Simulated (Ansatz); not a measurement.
Run report: Mo, single-point calculation (part 1 of 2)

System: Mo (slab, 16 atoms in the cell).
Method: DFT PBEsol, scalar-relativistic, plane waves, PAW, no spin polarisation (Ansatz 0.2.0).

The structure derives from an entry of the Crystallography Open Database. It belongs to a series of runs on one base structure; here: (2 1 0) slab cut from the bulk. Figures and captions count atoms from 1; the log counts them from 0 in places.

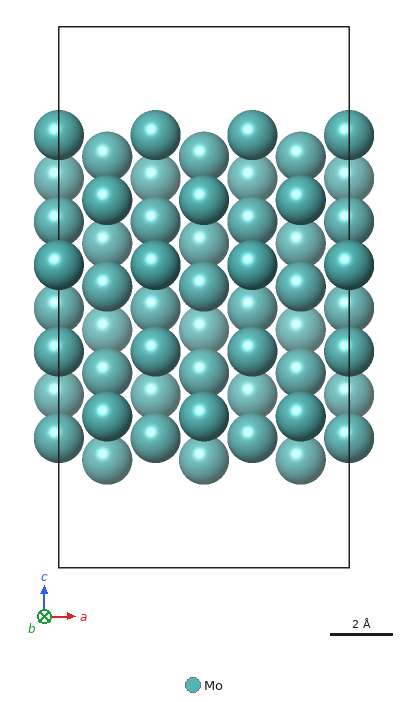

Fig. 1: The input geometry (spheres-only view of the 3 × 1 repeat of the cell, with the vacuum cut short, along the b axis). An atom can appear more than once, as a periodic image.

### Key numbers

- outcome: converged
- electrons treated: 224
- free energy: −78349.3332 eV
- work function, top face: 4.14 eV
- work function, bottom face: 4.14 eV
- Fermi energy: 7.133 eV
- gap on the k-point mesh: none (metallic)
- work function (upper face): 4.14 eV
- largest force (length of the vector): 2.129 eV/Å
- hardware: 4 threads of Arm Neoverse V2, 24 GiB of memory available, shared host
- wall time: 59 s (CPU time 3.9 min)
- peak memory: 2.1 GiB

### Remarks

The program warns: the exchange-correlation potential is rough where the density is thin.

### Input file
```yaml
crystal:
  lattice:
    - [3.1293068543, 0.0, 0.0]
    - [0.0, 6.9973428486, 0.0]
    - [0.0, 0.0, 25.496014273]
  atoms:
    - { symbol: Mo, position: [0.5, 0.7, 0.2941636257] }
    - { symbol: Mo, position: [0.0, 0.4, 0.3216084756] }
    - { symbol: Mo, position: [0.5, 0.1, 0.3490533255] }
    - { symbol: Mo, position: [0.0, 0.8, 0.3764981754] }
    - { symbol: Mo, position: [0.5, 0.5, 0.4039430253] }
    - { symbol: Mo, position: [0.0, 0.2, 0.4313878752] }
    - { symbol: Mo, position: [0.5, 0.9, 0.4588327251] }
    - { symbol: Mo, position: [0.0, 0.6, 0.486277575] }
    - { symbol: Mo, position: [0.5, 0.3, 0.513722425] }
    - { symbol: Mo, position: [0.0, 0.0, 0.5411672749] }
    - { symbol: Mo, position: [0.5, 0.7, 0.5686121248] }
    - { symbol: Mo, position: [0.0, 0.4, 0.5960569747] }
    - { symbol: Mo, position: [0.5, 0.1, 0.6235018246] }
    - { symbol: Mo, position: [0.0, 0.8, 0.6509466745] }
    - { symbol: Mo, position: [0.5, 0.5, 0.6783915244] }
    - { symbol: Mo, position: [0.0, 0.2, 0.7058363743] }
basis:
  ecutwfc: 420
kpoints:
  mp_grid: { grid: [11, 5, 1] }
hamiltonian:
  xc: pbesol
scf:
  occupations: { method: gaussian, width: 0.1 }
output:
  forces: true
  stress: true
  eigenvalues: true
  write_density: true
  write_potential: true
  elf: true
  volumetric_format: npy
efield:
  axis: 3
  dipole_correction: true
  ramp_width: 0.04
```

Launch command:
```bash
ansatz run input.yaml --threads 4 --pin off --max-ram 10240MiB --backend cpu --events-out ev --progress --plain --runs-dir out
```

### The program's output
```
Engine: ansatz 0.2.0, aarch64-unknown-linux-gnu
Pseudopotentials: kind: paw
Pseudopotential: Mo, paw, valence charge 14, recommended cutoff 420 eV (normal), Mo.paw.azcp
Functional definition: PBEsol
  exchange = pbesol_x
  correlation = pbesol_c
Crystal: 16 atoms, lattice volume = 558.282 Å³
Basis set: ecut = 420 eV, 10929 PW (Γ), exchange–correlation on 48×96×360 points (8 copies of the dense FFT grid, shifted against one another)
Bands: 135, of which v1, the nominal top of the filled ones, is band 112 counted from 1 (111 counted from 0)
Symmetry: 2 space group operations
k-points: 18 of 55 (time reversal used)
Non-local potential: Mo, projectors of the file, l = 0: 3, l = 1: 2, l = 2: 2, l = 3: 1
PAW form: soft (Blöchl's): semilocal exchange-correlation on the pseudo side does not see the compensation charge
PAW frozen core: Mo, regenerated for the run's functional, and the local potential with it (the file was generated under x = pbe(κ = 0.804, μ = 0.2195149727645171), c = pbe(β = 0.06672455060314922))
PAW one-centre angular grid: Mo, 590 points (default); XC on 64 Gauss nodes
Initial density: superposition of atomic densities (neutral atoms: chi_scale 0, normalization atom), corrected by the library's trained network
Initial wavefunctions: pseudopotential atomic-orbital guess
Functional: x = pbesol(κ = 0.804, μ = 0.12345679012345678), c = pbesol(β = 0.046)
SCF iter   1: F=—  HF=-78349.386080 eV  |F-HF|=—  |Δ(HF+E_count)|=         —  Δρ=7.25e-3  dr2=1.08e0  ethr=1.77e-3  p=0.000 e·Å  D=1.19e-14 V/Å  ΔV_dip=-0.00 eV  dr2_dipole=2.00e-10  V_vac-E_F(+/−)=4.22/4.22 eV  ⟨swp⟩=8.6  Hψ=11739  notcnv=0
efield: sawtooth ramp at fractional position 0.9800 (placed from the atoms, in the widest stretch of the axis that holds none; the zero of the levels goes with the place), width 0.0400; the density the first Hamiltonian is built on has a dipole p = 0.000 e·Å; the dipole correction subtracts the counter field D = 1.19e-14 V/Å, which shifts the + side's vacuum level by -0.00 eV against the − side's; the planar-averaged density in the ramp window peaks in size at 4.8e-6 e/Å³
preconditioner: auto → LDOS  [metal: Δε(μ)=0.017 eV  Ē_g=3.874 eV  σ=0.100 eV  W_gap=0.09  n_scr=124 (ndim 8)  ℏωp=15.4 eV  f_vac=0.485  D(μ)=15.59/eV (n_scr^D=104)  β→1.0]
SCF iter   2: F=—  HF=-78349.350266 eV  |F-HF|=—  |Δ(HF+E_count)|=   3.58e-2  Δρ=3.68e-3  dr2=1.43e-1  ethr=4.84e-4  p=-0.000 e·Å  D=-1.79e-5 V/Å  ΔV_dip=0.00 eV  dr2_dipole=1.31e-7  V_vac-E_F(+/−)=4.15/4.15 eV  ⟨swp⟩=2.8  Hψ=3762  notcnv=0  defer=215
SCF iter   3: F=—  HF=-78349.333982 eV  |F-HF|=—  |Δ(HF+E_count)|=   1.63e-2  Δρ=9.59e-4  dr2=1.42e-2  ethr=6.37e-5  p=0.000 e·Å  D=2.36e-5 V/Å  ΔV_dip=-0.00 eV  dr2_dipole=2.18e-8  V_vac-E_F(+/−)=4.16/4.16 eV  ⟨swp⟩=2.0  Hψ=3095  notcnv=0  defer=215
SCF iter   4: F=—  HF=-78349.332778 eV  |F-HF|=—  |Δ(HF+E_count)|=   1.20e-3  Δρ=1.94e-4  dr2=4.58e-4  ethr=6.32e-6  p=0.000 e·Å  D=3.77e-6 V/Å  ΔV_dip=-0.00 eV  dr2_dipole=1.55e-7  V_vac-E_F(+/−)=4.15/4.15 eV  ⟨swp⟩=2.9  Hψ=3532  notcnv=0  defer=215
SCF iter   5: F=—  HF=-78349.332758 eV  |F-HF|=—  |Δ(HF+E_count)|=   1.97e-5  Δρ=5.59e-5  dr2=3.47e-5  ethr=2.05e-7  p=0.000 e·Å  D=3.63e-6 V/Å  ΔV_dip=-0.00 eV  dr2_dipole=1.34e-8  V_vac-E_F(+/−)=4.15/4.15 eV  ⟨swp⟩=2.7  Hψ=3391  notcnv=0  defer=215
SCF iter   6: F=—  HF=-78349.333197 eV  |F-HF|=—  |Δ(HF+E_count)|=   4.39e-4  Δρ=2.29e-5  dr2=8.93e-6  ethr=1.55e-8  p=0.000 e·Å  D=2.33e-6 V/Å  ΔV_dip=-0.00 eV  dr2_dipole=2.04e-10  V_vac-E_F(+/−)=4.14/4.14 eV  ⟨swp⟩=3.2  Hψ=4566  notcnv=0  defer=5
SCF iter   7: F=—  HF=-78349.333198 eV  |F-HF|=—  |Δ(HF+E_count)|=   1.08e-6  Δρ=7.08e-6  dr2=5.95e-7  ethr=3.98e-9  p=0.000 e·Å  D=7.30e-7 V/Å  ΔV_dip=-0.00 eV  dr2_dipole=3.81e-10  V_vac-E_F(+/−)=4.14/4.14 eV  ⟨swp⟩=2.1  Hψ=3226  notcnv=0  defer=5
SCF iter   8: F=-78349.333199 eV  HF=-78349.333198 eV  |F-HF|=7.79e-8  |Δ(HF+E_count)|=   3.67e-7  Δρ=2.86e-6  dr2=8.97e-8  ethr=4.46e-11  p=0.000 e·Å  D=4.25e-7 V/Å  ΔV_dip=-0.00 eV  dr2_dipole=1.86e-12  V_vac-E_F(+/−)=4.14/4.14 eV  ⟨swp⟩=21.0  Hψ=21924  notcnv=0
SCF 1 converged in 8 iterations: F = -78349.333199 eV  dr2 = 8.97e-8
  greatest PAW one-centre occupation: 0.999 electrons in one spin orbital (limit 2), on the Mo atom at site 0 (counted from 0), in its partial waves of l = 0
```

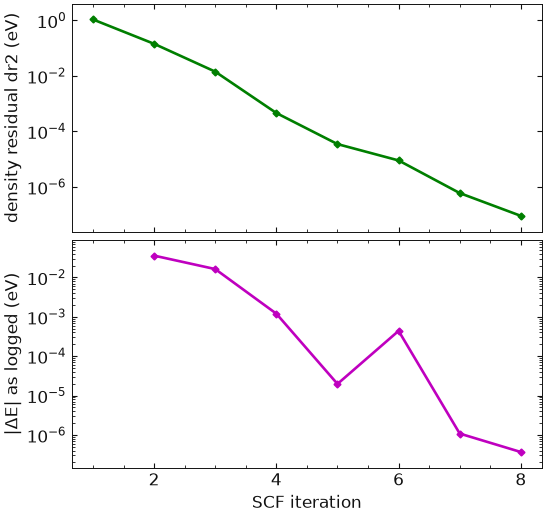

Fig. 2: Convergence of the self-consistent field: density residual dr2 and size of the energy change against the SCF iteration. The residual falls at every step.

```
WARN: The output density's exchange-correlation potential varies sharply where the density is thin. Do not read a vacuum level from v_tot or v_xc, or from such a field of the output density. On a cell that repeats whose density bears no net charge and no dipole along the vacuum's axis use v_es (v_loc + v_h of the components); under efield.dipole_correction with no amplitude use v_es + v_field, which holds any external_charges[].barrier, or the levels of the report's work_function block, which leave it out; under a non-zero efield.amplitude the vacuum is tilted and has no level; on a cell that repeats and bears such a dipole with no correction it is tilted too, and efield.dipole_correction with no amplitude gives each side of its ramp a level where efield: is served; in a cell that repeats whose density bears a net charge (total_charge, or a fill off its count) it is curved and has none; of a slab under crystal.periodic whose density bears no net charge use v_es, which has a level on each side, short of where the two are joined; of another it falls or rises all the way out and has none; of a slab beside external_charges read slab_vacuum_level instead, which it has where they leave it neutral. The grid or the basis barely resolves most such structure, and the values can differ between equally converged runs; as a rule a tighter scf.convergence.dr2_threshold does not remove it. Where the density itself ripples (under the LDA too) a higher basis.ecutwfc lessens it. The files hold the spikes' plane waves up to the density's cutoff. Files: v_tot_of_output_density and the like, and their columns of v_z.tsv (output.write_potential); v_xc_of_output_density and the like, and their columns of v_comp_z.tsv (output.write_potential_components). Measured: with its Gaussian average of σ = 0.25 Å subtracted twice, the exchange-correlation potential is over 0.1 eV at 908 of the grid points where the equally averaged density (valence and model cores) is under 1e-3 e/Å³, and 0.351 eV at the most among them, at an averaged density of 3.6e-8 e/Å³. The input density's (outcome.potential() and, of a run that writes arrays, v_tot and v_xc) is over 0.1 eV, so measured, at 277 points of its own thin density, 0.382 eV at the most. See output.write_potential in the manual, Limitations
SCF converged after 8 iterations
Free energy (F): -78349.333199 eV
Harris-Foulkes:  -78349.333198 eV  (|F-HF|=7.79e-8)
Internal energy: -78349.251806 eV  (E = F + TS)
E sigma→0 (E₀):  -78349.292502 eV
Entropy (-TS):   -0.081392 eV (-5.087 meV/atom)
Fermi energy:    7.132602 eV
Dipole field:    D = 0.000002 V/Å  (p = 0.000005 e·Å, saw-weighted, corrected)
Work function:   Φ+ = 4.1407 eV   Φ− = 4.1407 eV
Levels:          The Fermi level and band energies are counted from a zero that moves with the ramp; work functions are not
--- Per-component energies (eV) ---
  E_band       = -3962.233407
  E_kinetic    = 7039.295917
  E_local      = -288529.766645  (includes V_loc(G=0)·N_el)
  E_nonlocal   = 2321.813277
  E_hartree    = 140584.512228
  E_xc         = -2905.344862
  E_vxc        = -3638.081402  (∫ρ·V_xc dr)
  E_paw        = -50302.479412  (= ΣΔE_a)
  E_vpaw       = -2324.480954  (= ΣTr[D̂ρ^β])
  E_aug_tail   = 0.000643  (compensation charges beyond the density's cutoff)
  E_efield     = 0.000000  (sawtooth field / dipole correction)
  E_vefield    = 0.000000  (∫n·V_field dr)
  E_ewald      = 113439.368259
  E_core_change = 3.348789  (= ΣΔE_core)
  E_smearing   = -0.081392  (= −TS)
  E_closure    = -0.000000  (closes the sum)
  Σ components = -78349.333199   (vs F -78349.333199, Δ=0.00e0)
--- Forces (eV/Å), atoms counted from 1 ---
  atom   1  Mo     0.00000000    -0.77785338     1.98131027
  atom   2  Mo     0.00000000     0.81271994     0.37550676
  atom   3  Mo     0.00000000     0.12836033    -0.03236246
  atom   4  Mo    -0.00000000     0.04798880    -1.18686954
  atom   5  Mo    -0.00000000    -0.11366983    -0.69464819
  atom   6  Mo    -0.00000000    -0.08915139    -0.47446384
  atom   7  Mo     0.00000000    -0.23058025     0.17556054
  atom   8  Mo     0.00000000    -0.04953134     0.14650861
  atom   9  Mo    -0.00000000     0.04951301    -0.14650359
  atom  10  Mo    -0.00000000     0.23060624    -0.17557049
  atom  11  Mo     0.00000000     0.08913770     0.47449169
  atom  12  Mo     0.00000000     0.11366828     0.69463393
  atom  13  Mo     0.00000000    -0.04798959     1.18686773
  atom  14  Mo    -0.00000000    -0.12835858     0.03234418
  atom  15  Mo    -0.00000000    -0.81272219    -0.37549272
  atom  16  Mo    -0.00000000     0.77786521    -1.98132323
  max |Σ_I F_I| component: 1.04e-5 eV/Å
--- Stress (GPa, compression-positive) ---
       -4.844096       0.000000      -0.000000
        0.000000      -4.962782       0.249291
       -0.000000       0.249291      -3.414182
  P = ⅓ Tr σ = -4.4070 GPa (-44.070 kbar)
--- Band table (eV; the first three rows and the last of 18) ---
```
